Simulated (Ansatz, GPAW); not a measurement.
## KBr (001), 3 units: converging a work function

How do cutoff, mesh, smearing and the dipole layer change the work function of KBr (001), 3 units? Where a layer proves gapped, the work function hangs on where the smearing puts the Fermi level, and the band edges take its place.

Main program and level: GPAW 26.7.0 and Ansatz 0.2.0; Ansatz plane waves; layer without images along its normal, relaxation of atoms and in-plane cell, in the first sound run; inputs show where later runs differ.

**1. The starting structure**

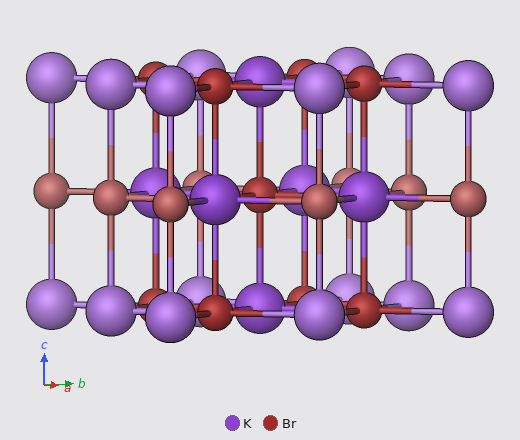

The starting structure, seen from the side, with the c axis up (potassium purple, bromine red). Some periodic images of atoms are drawn too.

The cell holds 6 atoms: 3 K and 3 Br. Cell: a = 4.667 Å, b = 4.667 Å, c = 22.600 Å, α = 90.0°, β = 90.0°, γ = 90.0°. It derives from KBr (rocksalt KBr). Vacuum lies along c.

As a file:

```cif
data_structure
_symmetry_space_group_name_H-M 'P 1'
_symmetry_Int_Tables_number 1
_cell_length_a 4.6669
_cell_length_b 4.6669
_cell_length_c 22.6000
_cell_angle_alpha 90.000
_cell_angle_beta 90.000
_cell_angle_gamma 90.000
_cell_volume 492.23
loop_
_atom_site_label
_atom_site_type_symbol
_atom_site_fract_x
_atom_site_fract_y
_atom_site_fract_z
_atom_site_occupancy
K1 K 0.50000 0.50000 0.35398 1
Br2 Br 0.00000 0.00000 0.35398 1
K3 K 0.00000 0.00000 0.50000 1
Br4 Br 0.50000 0.50000 0.50000 1
K5 K 0.50000 0.50000 0.64602 1
Br6 Br 0.00000 0.00000 0.64602 1
```

**2. Relaxation**

The atoms are relaxed first, since the surface dipole, and with it the work function, follows the positions of the outer layers.

Contents of input.yaml:

```yaml
crystal:
  lattice:
    - [4.66690476, 0.0, 0.0]
    - [0.0, 4.66690476, 0.0]
    - [0.0, 0.0, 22.6]
  atoms:
    - { symbol: K, position: [0.5, 0.5, 0.3539823009] }
    - { symbol: Br, position: [0.0, 0.0, 0.3539823009] }
    - { symbol: K, position: [0.0, 0.0, 0.5] }
    - { symbol: Br, position: [0.5, 0.5, 0.5] }
    - { symbol: K, position: [0.5, 0.5, 0.6460176991] }
    - { symbol: Br, position: [0.0, 0.0, 0.6460176991] }
  periodic: [true, true, false]
kpoints:
  mp_grid: { grid: [6, 6, 1] }
hamiltonian:
  xc: pbe
scf:
  occupations: { method: fermi_dirac, width: 0.05 }
relax:
  f_tol: 0.01
  max_steps: 90
  cell: {}
```

The run is started by

```
$ ansatz run input.yaml --threads 4 --pin off --max-ram 8192MiB --backend cpu --events-out ev --progress --plain --runs-dir out
```

Numbers of over 12 decimals in the logs are rounded to 6 here.

Log:

```text
Warning: crystal.periodic: the lattice vector that does not repeat stood 0.000° off the slab's normal, 22.600 Å along it as the deck builds it. The run solves the slab on a vector along the normal, 37.000 Å long, with every atom where it was (on the deck's vector they left 16.00 Å outside them, and the widest stretch free of ions among them is 3.30 Å). A fractional position that the run reports is one of the run's ce [...]
crystal.periodic: the lattice vector that does not repeat stood 0.000° off the slab's normal, 22.600 Å along it as the deck builds it. The run solves the slab on a vector along the normal, 37.000 Å long, with every atom where it was (on the deck's vector they left 16.00 Å outside them, and the widest stretch free of ions among them is 3.30 Å). A fractional position that the run reports is one of the run's cell, which [...]
Engine: ansatz 0.2.0, x86_64-unknown-linux-gnu
Pseudopotentials: kind: paw
Pseudopotential: K, paw, valence charge 9, recommended cutoff 420 eV (normal), K.paw.azcp
Pseudopotential: Br, paw, valence charge 7, recommended cutoff 420 eV (normal), Br.paw.azcp
Functional definition: PBE
  parameter kappa = 0.804
  parameter beta = 0.066725
  exchange = pbe_x(kappa = kappa, mu = beta*pi^2/3)
  correlation = pbe_c(beta = beta)
Crystal: 6 atoms, lattice volume = 805.860 Å³
Basis set: ecut = 420 eV, 15707 PW (Γ), exchange–correlation on 64×64×500 points (8 copies of the dense FFT grid, shifted against one another)
Bands: 30, of which v1, the nominal top of the filled ones, is band 24 counted from 1 (23 counted from 0)
Symmetry: 16 space group operations
Space group: P4/mmm (ITA 123), of the structure as read, at distance tolerance 9.3e-5 Å
k-points: 10 of 36
Non-local potential: K, projectors of the file, l = 0: 3, l = 1: 2, l = 2: 2
Non-local potential: Br, projectors of the file, l = 0: 2, l = 1: 2, l = 2: 2
PAW form: soft (Blöchl's): semilocal exchange-correlation on the pseudo side does not see the compensation charge
PAW one-centre angular grid: K, 110 points (default); XC on 64 Gauss nodes
PAW one-centre angular grid: Br, 110 points (default); XC on 64 Gauss nodes
Initial density: superposition of atomic densities (neutral atoms: chi_scale 0, normalization atom), corrected by the library's trained network
Initial wavefunctions: pseudopotential atomic-orbital guess
Functional: x = pbe(κ = 0.804, μ = 0.219515), c = pbe(β = 0.066725)
SCF iter   1: F=—  HF=-12973.221694 eV  |F-HF|=—  |Δ(HF+E_count)|=         —  Δρ=2.42e-4  dr2=8.91e-4  ethr=1.77e-3  ⟨swp⟩=15.9  Hψ=2252  notcnv=0
preconditioner: auto → Resta (q_TF=auto, 1.705 Å⁻¹)  ε∞=1.4  [insulator: Δε(μ)=4.371 eV  Ē_g=13.225 eV  σ=0.050 eV  W_gap=1.00  n_scr=72 (ndim 8)  ℏωp=8.5 eV  f_vac=0.713  D(μ)=0.00/eV (n_scr^D=0)  ε∞_Penn≈1.4  vacuum switching on, ρ_ref=1.3e-2 e/Å³]
SCF iter   2: F=—  HF=-12973.224547 eV  |F-HF|=—  |Δ(HF+E_count)|=   2.85e-3  Δρ=1.22e-4  dr2=2.75e-4  ethr=1.86e-6  ⟨swp⟩=4.0  Hψ=906  notcnv=0  defer=13
SCF iter   3: F=—  HF=-12973.224756 eV  |F-HF|=—  |Δ(HF+E_count)|=   2.09e-4  Δρ=4.92e-5  dr2=2.12e-5  ethr=5.74e-7  ⟨swp⟩=2.1  Hψ=533  notcnv=0  defer=13
SCF iter   4: F=—  HF=-12973.224748 eV  |F-HF|=—  |Δ(HF+E_count)|=   8.48e-6  Δρ=1.85e-5  dr2=2.47e-6  ethr=4.41e-8  ⟨swp⟩=2.8  Hψ=590  notcnv=0  defer=13
SCF iter   5: F=—  HF=-12973.224767 eV  |F-HF|=—  |Δ(HF+E_count)|=   1.89e-5  Δρ=4.90e-6  dr2=5.32e-7  ethr=5.15e-9  ⟨swp⟩=2.7  Hψ=556  notcnv=0  defer=13
SCF iter   6: F=-12973.224767 eV  HF=-12973.224767 eV  |F-HF|=4.99e-8  |Δ(HF+E_count)|=   3.53e-7  Δρ=1.23e-6  dr2=1.17e-8  ethr=2.08e-10  ⟨swp⟩=4.0  Hψ=1508  notcnv=0
SCF 1 converged in 6 iterations: F = -12973.224767 eV  dr2 = 1.17e-8
  greatest PAW one-centre occupation: 0.987 electrons in one spin orbital (limit 2), on the K atom at site 2 (counted from 0), in its partial waves of l = 0
relax step   1: F+E_penalty+E_count = -12973.22476725 eV  Δ(F+E_penalty+E_count) = +0.000e0 eV  max|allowed force component| = 1.041e-1 eV/Å  Δτ_max = 0.0000 Å  P = +0.150 N/m  Ω = 805.860 Å³  fix = [c, alpha, beta]  reactions: c +0.000 N/m  (6 SCF iters, dr2 threshold 1.00e-7 eV, accepted)
Crystal: 6 atoms, lattice volume = 807.708 Å³
Initial density: handed on by an earlier stage of this run
Initial wavefunctions: those handed on with the density
iter 1 solved again at ethr=1.81e-5 eV; its pass at ethr=3.10e-3 eV (dr2=8.68e-3 eV) is discarded
SCF iter   1: F=—  HF=-12973.234299 eV  |F-HF|=—  |Δ(HF+E_count)|=         —  Δρ=3.79e-4  dr2=8.60e-3  ethr=1.81e-5  ⟨swp⟩=2.3  Hψ=1625  notcnv=0
preconditioner: auto → Resta (q_TF=auto, 1.704 Å⁻¹)  ε∞=1.4  [insulator: Δε(μ)=4.374 eV  Ē_g=13.256 eV  σ=0.050 eV  W_gap=1.00  n_scr=72 (ndim 8)  ℏωp=8.5 eV  f_vac=0.712  D(μ)=0.00/eV (n_scr^D=0)  ε∞_Penn≈1.4  vacuum switching on, ρ_ref=1.3e-2 e/Å³]
SCF iter   2: F=—  HF=-12973.231834 eV  |F-HF|=—  |Δ(HF+E_count)|=   2.47e-3  Δρ=2.02e-4  dr2=3.44e-4  ethr=1.79e-5  ⟨swp⟩=2.8  Hψ=456  notcnv=0
SCF iter   3: F=—  HF=-12973.231681 eV  |F-HF|=—  |Δ(HF+E_count)|=   1.53e-4  Δρ=6.81e-5  dr2=5.27e-5  ethr=7.16e-7  ⟨swp⟩=2.7  Hψ=520  notcnv=0
SCF iter   4: F=—  HF=-12973.231672 eV  |F-HF|=—  |Δ(HF+E_count)|=   9.21e-6  Δρ=2.65e-5  dr2=7.12e-6  ethr=1.10e-7  ⟨swp⟩=2.2  Hψ=392  notcnv=0
SCF iter   5: F=-12973.231671 eV  HF=-12973.231671 eV  |F-HF|=1.10e-7  |Δ(HF+E_count)|=   1.27e-6  Δρ=4.61e-6  dr2=3.04e-7  ethr=1.25e-9  ⟨swp⟩=4.6  Hψ=1512  notcnv=0
SCF 2 converged in 5 iterations: F = -12973.231671 eV  dr2 = 3.04e-7
relax step   2: F+E_penalty+E_count = -12973.23167073 eV  Δ(F+E_penalty+E_count) = -6.903e-3 eV  max|allowed force component| = 3.328e-2 eV/Å  Δτ_max = 0.0476 Å  P = +0.077 N/m  Ω = 807.708 Å³  energy of the carried Pulay correction = -1.670e-5 eV  fix = [c, alpha, beta]  reactions: c +0.000 N/m  (5 SCF iters, dr2 threshold 6.00e-7 eV, accepted)
Crystal: 6 atoms, lattice volume = 809.351 Å³
Basis set: ecut = 420 eV, 15747 PW (Γ), exchange–correlation on 64×64×500 points (8 copies of the dense FFT grid, shifted against one another)
iter 1 solved again at ethr=5.68e-6 eV; its pass at ethr=3.10e-3 eV (dr2=2.73e-3 eV) is discarded
SCF iter   1: F=—  HF=-12973.233684 eV  |F-HF|=—  |Δ(HF+E_count)|=         —  Δρ=2.59e-4  dr2=2.74e-3  ethr=5.68e-6  ⟨swp⟩=3.7  Hψ=1768  notcnv=0
preconditioner: auto → Resta (q_TF=auto, 1.704 Å⁻¹)  ε∞=1.4  [insulator: Δε(μ)=4.373 eV  Ē_g=13.277 eV  σ=0.050 eV  W_gap=1.00  n_scr=72 (ndim 8)  ℏωp=8.5 eV  f_vac=0.710  D(μ)=0.00/eV (n_scr^D=0)  ε∞_Penn≈1.4  vacuum switching on, ρ_ref=1.3e-2 e/Å³]
SCF iter   2: F=—  HF=-12973.233000 eV  |F-HF|=—  |Δ(HF+E_count)|=   6.84e-4  Δρ=1.23e-4  dr2=1.12e-4  ethr=5.68e-6  ⟨swp⟩=2.0  Hψ=384  notcnv=0
SCF iter   3: F=—  HF=-12973.232987 eV  |F-HF|=—  |Δ(HF+E_count)|=   1.30e-5  Δρ=4.79e-5  dr2=2.23e-5  ethr=2.33e-7  ⟨swp⟩=2.9  Hψ=542  notcnv=0
SCF iter   4: F=—  HF=-12973.232905 eV  |F-HF|=—  |Δ(HF+E_count)|=   8.15e-5  Δρ=2.24e-5  dr2=4.53e-6  ethr=4.64e-8  ⟨swp⟩=2.5  Hψ=471  notcnv=0
SCF iter   5: F=—  HF=-12973.232906 eV  |F-HF|=—  |Δ(HF+E_count)|=   9.42e-7  Δρ=5.18e-6  dr2=2.40e-7  ethr=9.43e-9  ⟨swp⟩=2.1  Hψ=440  notcnv=0
SCF iter   6: F=-12973.232906 eV  HF=-12973.232906 eV  |F-HF|=1.93e-9  |Δ(HF+E_count)|=   8.18e-8  Δρ=6.94e-7  dr2=4.38e-9  ethr=1.44e-10  ⟨swp⟩=5.8  Hψ=1271  notcnv=0
SCF 3 converged in 6 iterations: F = -12973.232906 eV  dr2 = 4.38e-9
relax step   3: F+E_penalty+E_count = -12973.23290649 eV  Δ(F+E_penalty+E_count) = -1.236e-3 eV  max|allowed force component| = 2.650e-3 eV/Å  Δτ_max = 0.0300 Å  P = +0.008 N/m  Ω = 809.351 Å³  energy of the carried Pulay correction = -3.152e-5 eV  fix = [c, alpha, beta]  reactions: c +0.000 N/m  (6 SCF iters, dr2 threshold 6.92e-8 eV, accepted)
Initial wavefunctions: pseudopotential atomic-orbital guess (no wavefunctions were taken with the density)
iter 1 solved again at ethr=3.73e-7 eV; its pass at ethr=3.10e-3 eV (dr2=1.79e-4 eV) is discarded
SCF iter   1: F=—  HF=-12973.233007 eV  |F-HF|=—  |Δ(HF+E_count)|=         —  Δρ=2.10e-6  dr2=1.78e-8  ethr=3.73e-7  ⟨swp⟩=5.3  Hψ=3272  notcnv=0
eigensolver tolerance schedule: the retry pair's looser diagonalisation over-reported the residual by 10047.87 of it (diagonalisation noise at an unbounded share of the residual, at the tolerance the schedule requests for it); recorded, not acted on — ethr = c·dr2/N_el stays at c = 1.0e-1
preconditioner: auto → Resta (q_TF=auto, 1.704 Å⁻¹)  ε∞=1.4  [insulator: Δε(μ)=4.381 eV  Ē_g=13.299 eV  σ=0.050 eV  W_gap=1.00  n_scr=72 (ndim 8)  ℏωp=8.5 eV  f_vac=0.710  D(μ)=0.00/eV (n_scr^D=0)  ε∞_Penn≈1.4  vacuum switching on, ρ_ref=1.3e-2 e/Å³]
SCF iter   2: F=—  HF=-12973.232932 eV  |F-HF|=—  |Δ(HF+E_count)|=   7.52e-5  Δρ=1.17e-6  dr2=8.26e-9  ethr=3.71e-11  ⟨swp⟩=4.9  Hψ=1055  notcnv=0
SCF iter   3: F=—  HF=-12973.232933 eV  |F-HF|=—  |Δ(HF+E_count)|=   1.20e-6  Δρ=7.53e-7  dr2=2.12e-9  ethr=1.72e-11  ⟨swp⟩=2.0  Hψ=383  notcnv=0
SCF iter   4: F=—  HF=-12973.232936 eV  |F-HF|=—  |Δ(HF+E_count)|=   2.44e-6  Δρ=1.69e-7  dr2=1.87e-10  ethr=4.41e-12  ⟨swp⟩=2.5  Hψ=633  notcnv=0
SCF iter   5: F=—  HF=-12973.232936 eV  |F-HF|=—  |Δ(HF+E_count)|=   1.05e-7  Δρ=9.95e-8  dr2=7.22e-11  ethr=1.00e-12  ⟨swp⟩=2.0  Hψ=376  notcnv=0
SCF iter   6: F=-12973.232936 eV  HF=-12973.232936 eV  |F-HF|=4.37e-9  |Δ(HF+E_count)|=  7.02e-10  Δρ=5.92e-8  dr2=1.95e-11  ethr=1.00e-12  ⟨swp⟩=6.6  Hψ=1688  notcnv=0
SCF 4 converged in 6 iterations: F = -12973.232936 eV  dr2 = 1.95e-11
relax step   4: F+E_penalty+E_count = -12973.23293591 eV  Δ(F+E_penalty+E_count) = -2.942e-5 eV  max|allowed force component| = 2.637e-3 eV/Å  Δτ_max = 0.0000 Å  P = +0.008 N/m  Ω = 809.351 Å³  fix = [c, alpha, beta]  reactions: c +0.000 N/m  stress off target by 7.92e-3 N/m on what of the cell is left free  SCF on the basis re-selected at this cell (its energy is not comparable with the rows above)  (6 SCF iters)
basis re-selected at this cell: Δ(F+E_penalty+E_count) = -2.942e-5 eV, ΔP = -0.000 N/m vs the last step (what re-selecting the basis moved, of the pressure what is left beyond the Pulay correction that the steps carried, after the strain that the cell walked since its last selection, with what the two solves' SCF thresholds leave and, on support functions, any second-order correction that the steps lacked; it is no m [...]
SCF converged after 6 iterations
Free energy (F): -12973.232936 eV
Harris-Foulkes:  -12973.232936 eV  (|F-HF|=4.37e-9)
Internal energy: -12973.232936 eV  (E = F + TS)
E sigma→0 (E₀):  -12973.232936 eV
Fermi energy:    -3.739558 eV
--- Per-component energies (eV) ---
  E_band       = -742.557559
  E_kinetic    = 1163.650165
  E_local      = -60273.198338  (includes V_loc(G=0)·N_el)
  E_nonlocal   = 248.317965
  E_hartree    = 29523.746282
  E_xc         = -1201.027107
  E_vxc        = -807.802513  (∫ρ·V_xc dr)
  E_paw        = -9085.094046  (= ΣΔE_a)
  E_vpaw       = -121.017423  (= ΣTr[D̂ρ^β])
  E_aug_tail   = -0.000011  (compensation charges beyond the density's cutoff)
  E_ewald      = 26650.372154
  E_smearing   = -0.000000  (= −TS)
  E_closure    = 0.000000  (closes the sum)
  Σ components = -12973.232936   (vs F -12973.232936, Δ=0.00e0)
--- Forces (eV/Å), atoms counted from 1 ---
  atom   1  K      0.00000000     0.00000000    -0.00230967
  atom   2  Br    -0.00000000     0.00000000    -0.00263690
  atom   3  K      0.00000000    -0.00000000     0.00000000
  atom   4  Br     0.00000000    -0.00000000     0.00000000
  atom   5  K      0.00000000     0.00000000     0.00230967
  atom   6  Br    -0.00000000     0.00000000     0.00263690
  max |Σ_I F_I| component: 8.67e-19 eV/Å
--- 2D stress c σ (N/m, compression-positive) ---
        0.007919       0.000000       0.000000
        0.000000       0.007919       0.000000
        0.000000       0.000000       0.000000
  P = ½ c Tr σ = 0.0079 N/m
--- Relaxed structure (3 steps of the walk, 3 accepted, 1 SCFs on fresh bases) ---
  F+E_penalty+E_count = -12973.23293591 eV   max|allowed force component| = 2.637e-3 eV/Å   (the final SCF, on the basis selected at the relaxed cell)
  cell:  # Å, volume = 809.3514 Å³
    - [4.677004, 0, 0.0]
    - [0, 4.677004, 0.0]
    - [0.0, 0.0, 36.99999999864]
  atoms:
    - { symbol: K, position: [0.5, 0.5, 0.215897] }
    - { symbol: Br, position: [0, 0, 0.214118] }
    - { symbol: K, position: [0, 0, 0.305405] }
    - { symbol: Br, position: [0.5, 0.5, 0.305405] }
    - { symbol: K, position: [0.5, 0.5, 0.394914] }
    - { symbol: Br, position: [0, 0, 0.396693] }
```

Elapsed: 12 s, on 4 threads of Intel Xeon Platinum 8559C (Emerald Rapids), shared host; peak memory 1.1 GiB; 42 s of CPU time.

Step by step:

```csv
step,energy less that of the first step (eV),largest force component (eV/Å),volume (Å³)
1,0.0000,0.1041,805.86
2,-0.0069,0.0333,807.71
3,-0.0081,0.0027,809.35
4*,-0.0082,0.0026,809.35
```

Relaxation steps marked * repeat the geometry before them on a plane-wave basis chosen anew for their cell, so energy and pressure can jump there.

The run keeps the 16 symmetry operations that it works with, so distortions that break them were not tested.

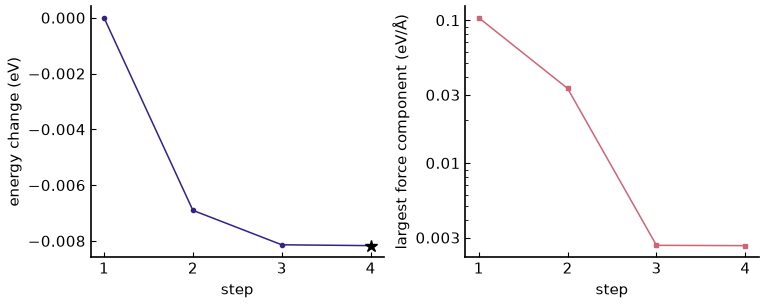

Energy and largest force along the relaxation. Stars mark steps on a basis chosen anew.

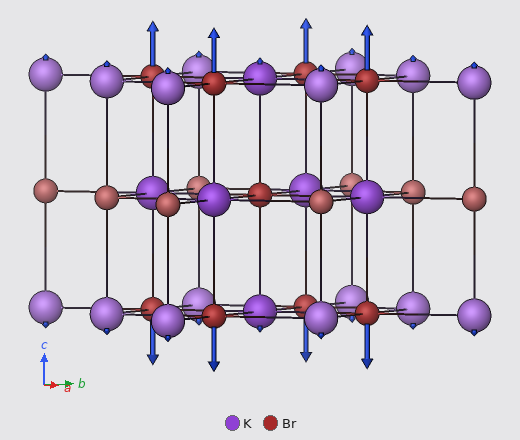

Displacements in the relaxation, exaggerated, measured against the changing cell; the longest in the cell stands for 0.08 Å. Some periodic images of atoms are drawn too.

| cell as run | before | after | change |
| --- | --- | --- | --- |
| a (Å) | 4.667 | 4.677 | +0.2 % |
| b (Å) | 4.667 | 4.677 | +0.2 % |

The atoms that moved most (Å, along periodic axes as changes of fractional coordinates times the final cell, across vacuum about the mean position):

```
atom     dx     dy      dz  length
 Br6  0.000  0.000   0.078   0.078
 Br2  0.000  0.000  -0.078   0.078
  K5  0.000  0.000   0.012   0.012
  K1  0.000  0.000  -0.012   0.012
```

Final coordinates:

```xyz
6
Lattice="4.6770 0.0000 0.0000 0.0000 4.6770 0.0000 0.0000 0.0000 37.0000" Properties=species:S:1:pos:R:3
K     2.3385    2.3385    7.9882
Br    0.0000    0.0000    7.9224
K     0.0000    0.0000   11.3000
Br    2.3385    2.3385   11.3000
K     2.3385    2.3385   14.6118
Br    0.0000    0.0000   14.6776
```

Numbers from this step:

| Property | Result |
| --- | --- |
| free energy | -12973.2329 eV |
| gap by band count | 4.381 eV |
| symmetry operations | 16 |

The relaxation lowered the energy of the cell by 0.00817 eV.

(Part 1 of 3 ends here.)

[Logs are printed without paths, hosts, clocks, repeated set-up lines and the standing remarks that a program may print on its own settings, such as how far it seeks lower states.]

[Hosts, paths, dates, database ids (printed as entryN), source tags and the programs' standing remarks are cut or masked in the printed files.]
